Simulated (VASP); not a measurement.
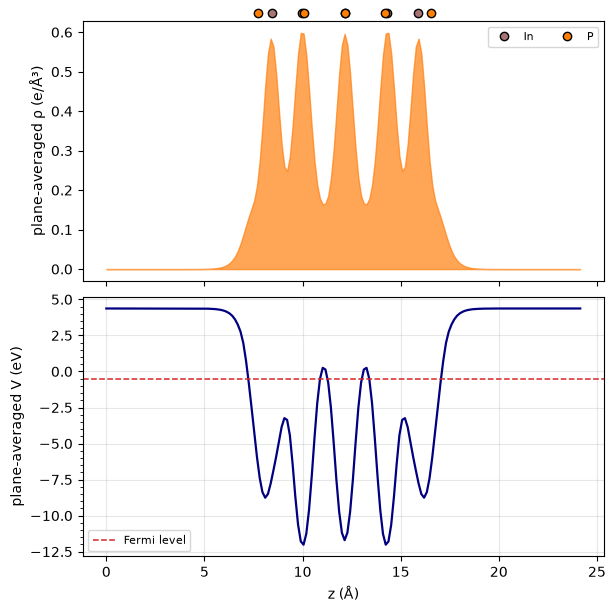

*InP (slab). Plane average of the electrostatic potential energy of an electron and of the valence pseudo-density across the slab. Circles mark the heights of the atoms.*

Level of theory: Kohn-Sham DFT of a periodic cell, PBEsol, VASP PAW PBE potentials, recommended (VASP 6.6.1).

In a PAW calculation such maps are meaningful between the atoms, not at the nuclei.

> How far above the Fermi level of the calculation is the vacuum level?

4.9 eV. The slab has a gap, so the Fermi level lies inside it and this isn't a work function in the metallic sense.

> How thick is the slab, and how wide the vacuum?

The outermost nuclei are 8.8 Å apart, in 7 atomic planes; the vacuum between periodic images is 15.5 Å wide.
